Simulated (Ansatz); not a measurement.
The coordinates of a crystal:

```cif
data_structure
_symmetry_space_group_name_H-M 'P 1'
_symmetry_Int_Tables_number 1
_cell_length_a 4.2413
_cell_length_b 8.7389
_cell_length_c 2.5048
_cell_angle_alpha 90.000
_cell_angle_beta 90.000
_cell_angle_gamma 90.000
_cell_volume 92.84
loop_
_atom_site_label
_atom_site_type_symbol
_atom_site_fract_x
_atom_site_fract_y
_atom_site_fract_z
_atom_site_occupancy
C1 C 0.81475 0.16657 0.00000 1
C2 C 0.68525 0.33343 0.00000 1
C3 C 0.18525 0.16657 0.00000 1
C4 C 0.31475 0.33343 0.00000 1
C5 C 0.81555 0.41079 0.50000 1
C6 C 0.68445 0.08921 0.50000 1
C7 C 0.18445 0.41079 0.50000 1
C8 C 0.31555 0.08921 0.50000 1
C9 C 0.31475 0.66657 0.00000 1
C10 C 0.18525 0.83343 0.00000 1
C11 C 0.68525 0.66657 0.00000 1
C12 C 0.81475 0.83343 0.00000 1
C13 C 0.31555 0.91079 0.50000 1
C14 C 0.18445 0.58921 0.50000 1
C15 C 0.68445 0.91079 0.50000 1
C16 C 0.81555 0.58921 0.50000 1
```

Question: Give a crystallographic description of this input.

Answer: The element is carbon. It takes space group Cmmm (No. 65) on a base-centred orthorhombic lattice. The cell holds 16 atoms. The neighbours of C are four C in a distorted tetrahedral arrangement at 1.53 to 1.57 Å. The bonds build a three-dimensional framework.

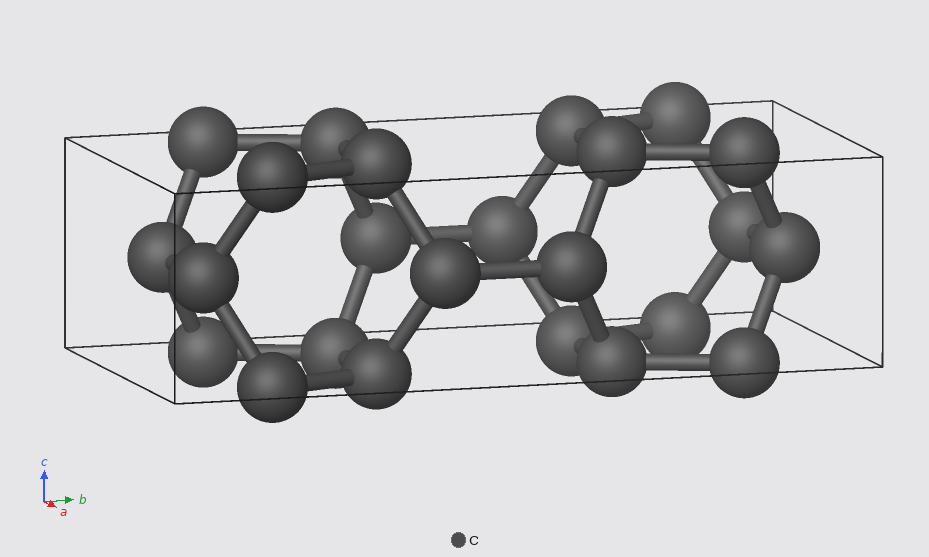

Drawn in the ball-and-stick manner and seen slightly off an axis. The conventional unit cell is drawn as a box. Colours: carbon dark grey.

It derives from a structure listed in the Materials Project. Relaxation method: DFT r2SCAN, scalar-relativistic, plane waves, PAW (Ansatz 0.2.0).
